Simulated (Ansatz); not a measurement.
Input of the run:

```
crystal:
  lattice:
    - [4.2490215878, 0.0, 0.0]
    - [0.0, 4.2490215878, 0.0]
    - [0.0, 0.0, 24.0135359345]
  atoms:
    - { symbol: Pb, position: [0.0, 0.0, 0.3137823011] }
    - { symbol: S, position: [0.5, 0.5, 0.316410751] }
    - { symbol: Pb, position: [0.5, 0.5, 0.4310250292] }
    - { symbol: S, position: [0.0, 0.0, 0.4278521556] }
    - { symbol: Pb, position: [0.0, 0.0, 0.5689645629] }
    - { symbol: S, position: [0.5, 0.5, 0.5721553014] }
    - { symbol: Pb, position: [0.5, 0.5, 0.6862178657] }
    - { symbol: S, position: [0.0, 0.0, 0.683592033] }
basis:
  ecutwfc: 420
kpoints:
  mp_grid: { grid: [8, 8, 1] }
  band_path:
    path: [[0.5, 0, 0], [0, 0, 0], [0.5, 0.5, 0], [0.5, 0, 0]]
    npoints: 12
hamiltonian:
  xc: pbe
scf:
  occupations: { method: gaussian, width: 0.05 }
  n_extra_bands: 44
output:
  forces: true
  stress: true
  eigenvalues: true
  populations: true
  fatbands: true
  write_density: true
  write_potential: true
  elf: true
  volumetric_format: npy
magnetization:
  noncollinear: true
  spin_orbit: true
efield:
  axis: 3
  dipole_correction: true
  ramp_width: 0.04
```

Command:
```bash
ansatz run input.yaml --threads 2 --pin off --max-ram 4096MiB --backend cpu --events-out ev --progress --plain --runs-dir out
```

What does the calculation give for the electronic structure? The path is X–Γ–M–X.

A semiconductor. The gap along this path is 0.97 eV and direct: both edges lie between X and Γ. The top valence band spans 1.1 eV and the lowest conduction band 2.1 eV. The direct gaps are 4.25 eV at M, 1.33 eV at X and 2.06 eV at Γ.

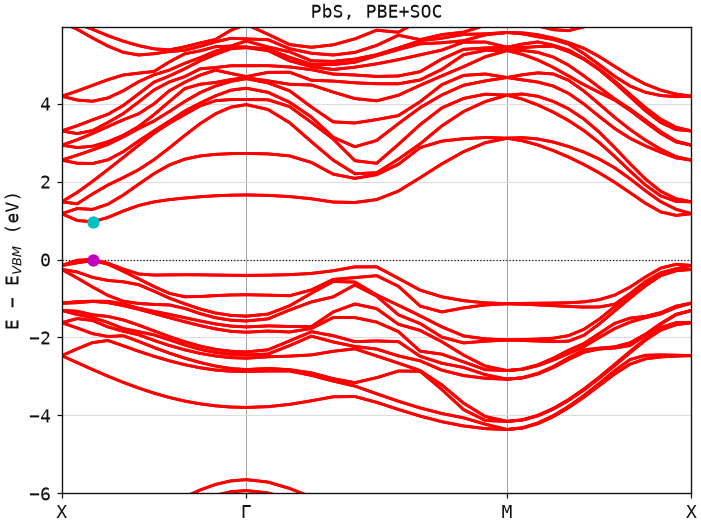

Band structure. Energies are counted from the top of the valence band.
